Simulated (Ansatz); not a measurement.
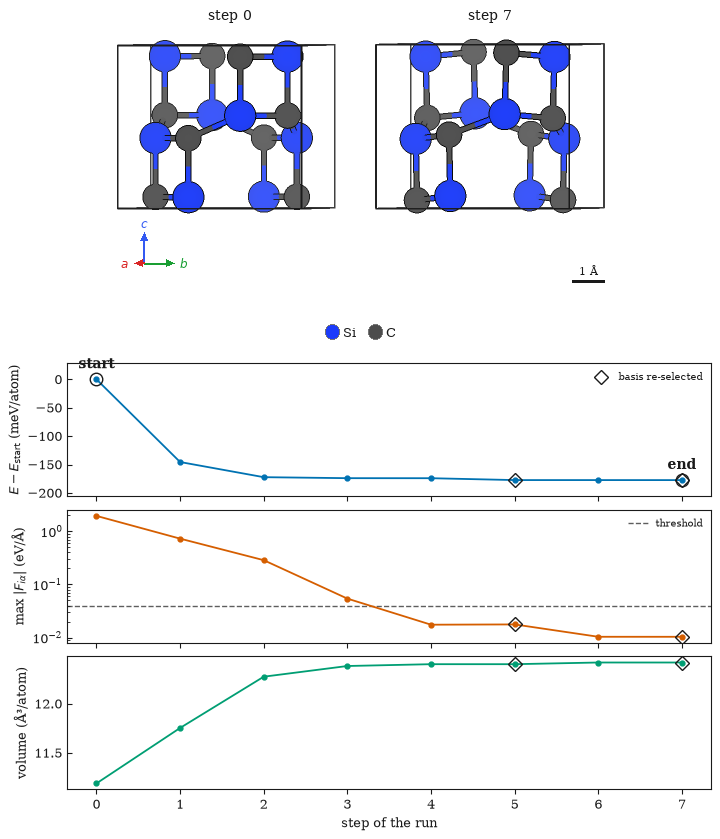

First and last geometry of a relaxation of crystalline SiC (a generated structure, set up in P4_2/ncm) (coarse preliminary run), with the history of the run. A ball-and-stick model of the cell of the calculation, seen from a free direction.

Method: DFT PBE, scalar-relativistic, plane waves, PAW (Ansatz 0.2.0). (plane-wave cutoff 420 eV; k-point mesh 4 × 4 × 4; occupations gaussian; smearing width 0.1 eV; no spin polarisation; cell and atoms relaxed; force threshold 0.04 eV/Å; at most 70 steps)

Question: Did the run converge, and what did it change?

Answer: It converged. After 5 accepted moves (7 points after the start) the energy has fallen by 177 meV per atom. The largest force component goes from 2 to 0.01 eV/Å. The pressure goes from 28.50 to 0.05 GPa. The SCF was repeated twice at an unchanged geometry on a basis and grid sized afresh for the cell, which shifted the energy by 3.3 meV per atom at most. The largest moves relative to the cell, 0.12 Å, are those of C atoms. Largest moves by element: C 0.12 Å, Si 0.04 Å. The volume changes by +11.0 %, with a = b 5.896 → 6.195 Å (+5.1 %), c 5.149 → 5.177 Å (+0.5 %). Near-neighbour distances that change, for instance: Si–Si 2.351 → 2.469 Å, C–Si 1.808 → 1.908 Å, C–Si 1.863 → 1.937 Å, C–Si 1.818 → 1.851 Å. Among the angles between lasting bonds that change: C–Si–C 81.1° → 86.0°, Si–C–Si 113.2° → 108.5°, Si–Si–C 180.0° → 175.6°. The space group stays P4_2/ncm (No. 138).

```csv
step,"E − E(0), meV/atom","largest force component, eV/Å","pressure, GPa","volume, Å³/atom",note
0,0.00,1.9578,28.50,11.189,
1,-145.58,0.7296,11.51,11.753,
2,-172.27,0.2867,1.84,12.275,
3,-174.02,0.0541,0.08,12.383,
4,-174.09,0.0175,-0.07,12.402,
5,-177.39,0.0177,0.29,12.402,"same geometry, new basis"
6,-177.39,0.0103,0.04,12.419,
7,-177.42,0.0103,0.05,12.419,"same geometry, new basis"
```
